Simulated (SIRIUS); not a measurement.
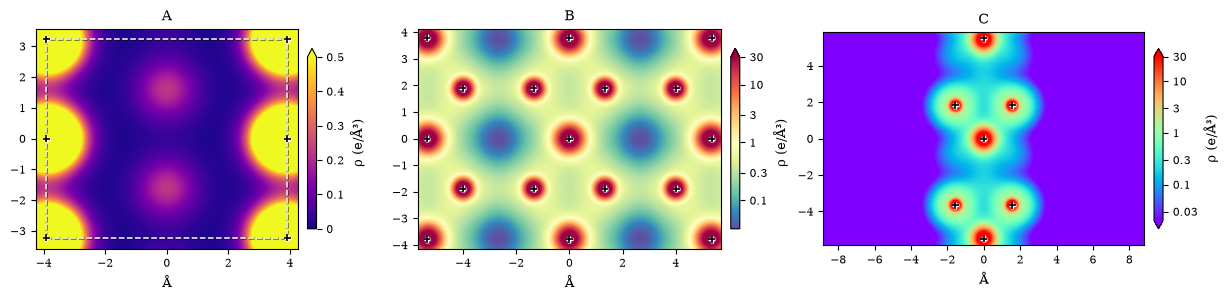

The total electron density of 3 systems, each on a plane through atoms (crosses mark nuclei in the plane).

Level of theory: Kohn-Sham DFT of a periodic cell, PBE, all-electron FP-LAPW in SIRIUS 7.12.0.

System 1: CoSi$_{2}$, the (011) plane of the conventional cell. Space group Fm-3m; spin-polarised.

System 2: I, the (110) plane of the conventional cell. Space group Fmmm; a structure from a database of computed crystals, not necessarily the ambient phase.

```
CELL_PARAMETERS angstrom
4.38449 0.00000 0.00000
0.00000 4.73120 0.00000
0.00000 0.00000 7.81968
ATOMIC_POSITIONS crystal
I 0.00000 0.00000 0.00000
I 0.50000 0.50000 0.00000
I 0.50000 0.00000 0.50000
I 0.00000 0.50000 0.50000
```

System 3: WS$_{2}$, the (110) plane of the conventional cell. Space group P-6m2; a structure from a database of computed crystals, not necessarily the ambient phase.

```cif
data_structure
_symmetry_space_group_name_H-M 'P 1'
_symmetry_Int_Tables_number 1
_cell_length_a 3.1835
_cell_length_b 3.1835
_cell_length_c 16.9506
_cell_angle_alpha 90.000
_cell_angle_beta 90.000
_cell_angle_gamma 120.000
_cell_volume 148.77
loop_
_atom_site_label
_atom_site_type_symbol
_atom_site_fract_x
_atom_site_fract_y
_atom_site_fract_z
_atom_site_occupancy
W1 W 0.00000 0.00000 0.00000 1
S1 S 0.33333 0.66667 0.09200 1
S2 S 0.33333 0.66667 0.90800 1
```

> Match each panel to its system.

Panel A is system 2, I: the plane holds I. I–I (3.23 Å): the density is about 0.22 e/Å³ at the midpoint. Panel B is system 1, CoSi$_{2}$: the plane holds Co and Si. Co–Si (2.32 Å): ρ is about 0.49 e/Å³ halfway. Panel C is system 3, WS$_{2}$: the plane holds W and S. W–S (2.41 Å): ρ at the midpoint is about 0.63 e/Å³.
